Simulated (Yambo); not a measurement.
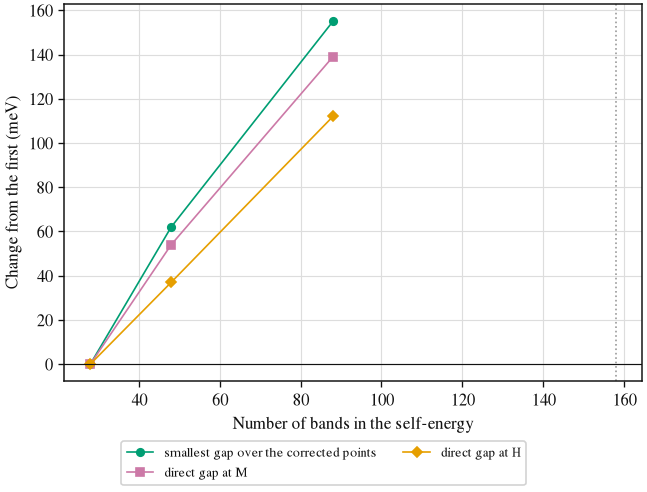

G0W0 gaps of layered hexagonal BN, space group P6_3/mmc, 4 atoms in the cell (a = 2.498 Å, c = 6.636 Å (hexagonal axes)) as the number of bands in the self-energy is raised, all else fixed. Method: PBEsol, PseudoDojo 0.4.1 SR PBEsol standard, no spin polarisation, no spin-orbit coupling, 6×6×2 k mesh, 1143 eV cutoff, fixed occupations (Yambo 5.3.0).

| number of bands in the self-energy | smallest gap over the corrected points (eV) | direct gap at M (eV) | direct gap at H (eV) |
| --- | --- | --- | --- |
| 28 | 5.581 | 6.095 | 6.131 |
| 48 | 5.643 | 6.149 | 6.168 |
| 88 | 5.736 | 6.234 | 6.243 |

Estimate the values at 158 (dotted line), and the limit.

Answer. Lines in 1/N (N being the number of bands in the self-energy) through the last three points give 5.754 eV for the smallest gap over the corrected points, 6.249 eV for the direct gap at M and 6.253 eV for the direct gap at H. The run gives 5.803, 6.297 and 6.302 eV. The same form through the last three runs, this one included, points to 5.87, 6.36 and 6.35 eV in the limit of this setting, but the form missed the last run by 0.05 eV, so that limit is no better.

The k mesh is coarse (spacing up to 0.48 Å⁻¹), so the values aren't converged. The settings that aren't varied aren't converged either.
